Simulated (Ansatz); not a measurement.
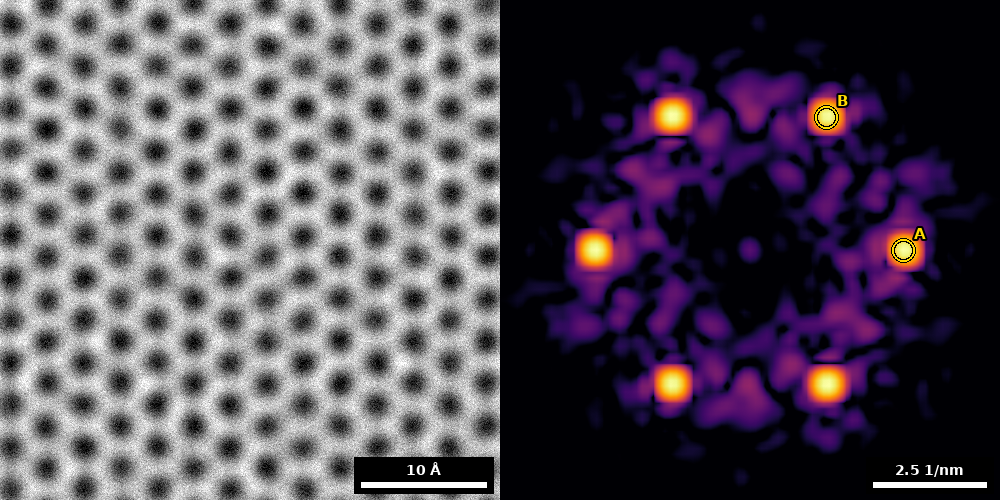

Phase-contrast TEM-like image of a crystal. Simulated in the weak-phase-object approximation with neutral-atom potentials: 300 kV, Cs = 1.20 mm, defocus −583 Å (negative is underfocus), defocus spread 30 Å, aperture 0.49 1/Å. Shot noise and the speckle of an amorphous layer were added.

The right panel is the modulus of the image's Fourier transform on a logarithmic scale.

### Which lattice spacings do the marked spots stand for, and what angle do A and B enclose?

A: 2.9 Å, B: 2.9 Å; A and B enclose about 60°.

The crystal is Pb (P6/mmm, No. 191) along [001]; the spots are (-1 2 0) and (-2 1 0). Model: the end point of a relaxation with DFT, BLYP, plane waves (420 eV) with PAW, scalar-relativistic (Ansatz 0.2.0); the starting structure was generated, so it need not be a known form of this composition.
